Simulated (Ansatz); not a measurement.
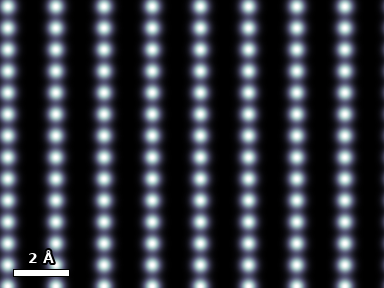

Dark-field STEM-like image of Co (Fm-3m, No. 225) along [210]. Simulated incoherent Z contrast: every atom adds Z^1.8 spread by a probe of 0.50 Å full width; channelling and multiple scattering are left out. Structure used: the geometry relaxed with Ansatz, DFT r2SCAN, scalar-relativistic, plane waves, PAW; the starting structure was generated, so it need not be a known form of this composition.

### Describe what the image shows.

The columns repeat on a rectangular net of 0.79 × 1.76 Å (plane group p2mm). All columns are alike (Co). The shortest distance between visible columns is 0.79 Å in projection. Along the beam the structure repeats every 7.85 Å.
